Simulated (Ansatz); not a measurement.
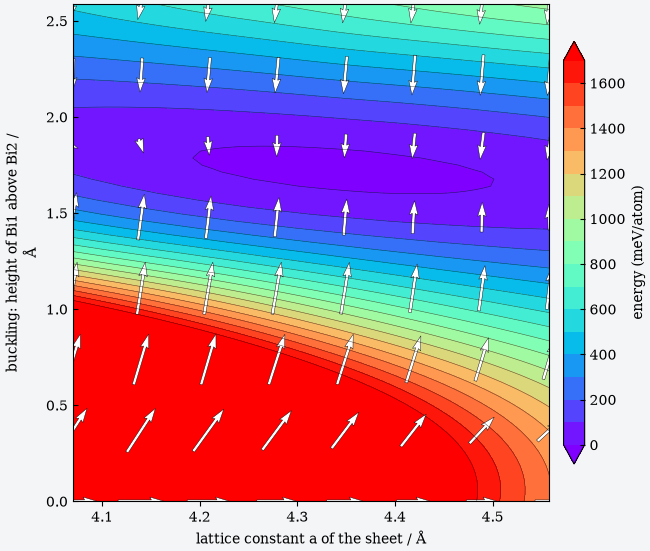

Energy landscape of a two-dimensional sheet of Bi of the honeycomb type (2 atoms in the cell). The lattice constant and the buckling of a sheet are varied, nothing relaxed. Coordinates scanned: (1) lattice constant a of the sheet (both vectors scaled alike); (2) buckling: height of Bi1 above Bi2. The scan uses an 8 × 8 grid. Points are written as (first, second). Energies: meV/atom, counted from the lowest grid point. Level of theory: Ansatz, DFT PBE, scalar-relativistic, plane waves, PAW. Settings: cutoff 420 eV, k-mesh 9×9×1, gaussian smearing 0.02 eV, no spin polarisation.

In the figure: filled contours, arrows along the force (downhill), their lengths compressed, one colour for all values above the top of the scale. Between grid points the surface is interpolated. 

**Describe this landscape.**

The lowest grid point is at (4.279 Å, 1.85 Å). The highest grid point, (4.070 Å, 0.00 Å), lies 4706 meV/atom above the lowest.

The whole map (64 points run) took 4.2 min on 1 thread of Intel(R) Xeon(R) 6975P-C (Granite Rapids) (shared host).
